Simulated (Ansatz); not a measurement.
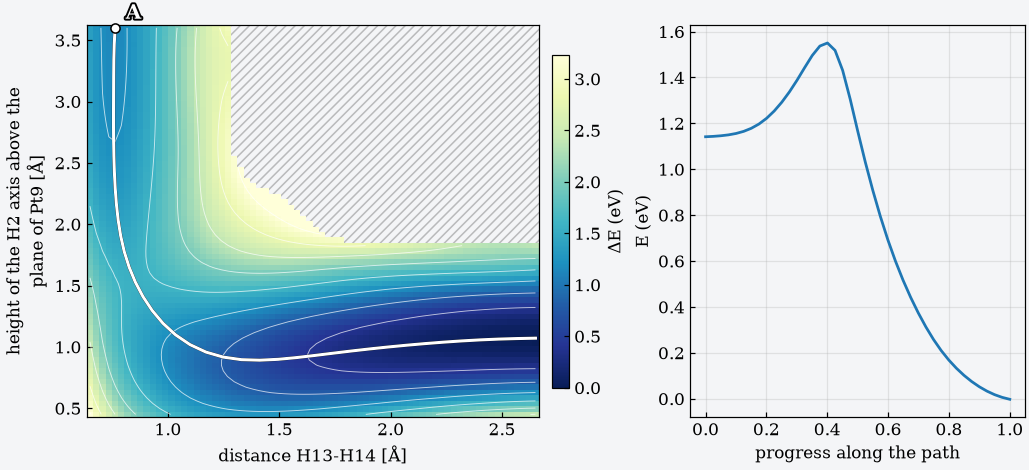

H₂ on a Pt(100) slab cut from the Fm-3m phase, its upper half relaxed before the scan (12 atoms of substrate and one adsorbate in a 2 × 2 cell). 
- H2 lies flat over one site of a rigid substrate while its bond length and height are varied; it sits over a hollow of the top layer over the deeper atom Pt5, heights counted from the top plane, its axis along the first surface vector.
- Coordinates scanned: (1) distance H13-H14; (2) height of the H2 axis above the plane of Pt9.
- The grid has 8 × 9 points. At 15 points there is no value (left out: too close to the surface, or the stretched molecule far from it).
- Points are written as (first, second).
- Energies: eV, counted from the lowest grid point.
- Level of theory: DFT PBE, scalar-relativistic, plane waves, PAW in Ansatz. Settings: cutoff 420 eV, k-mesh 5×5×1, gaussian smearing 0.1 eV, no spin polarisation.

Drawn: a smooth colour map with a few white contour lines, a line along the lowest path, hatched blanks where no value was computed, the energy along the path at the right, the start A. Between grid points the surface is interpolated.

### Describe the path and its barrier.

The easiest path runs from the intact molecule far from the surface, (0.750 Å, 3.60 Å), to the stretched end of the scan, (2.650 Å, 1.09 Å). Its highest point, at about (0.85 Å, 1.53 Å), lies about 0.41 eV above the start and 1.6 eV above the end on the interpolated surface. An end on the edge of the scan is no minimum, so the barrier from there is a lower bound.

PAW datasets: the set soft_1.
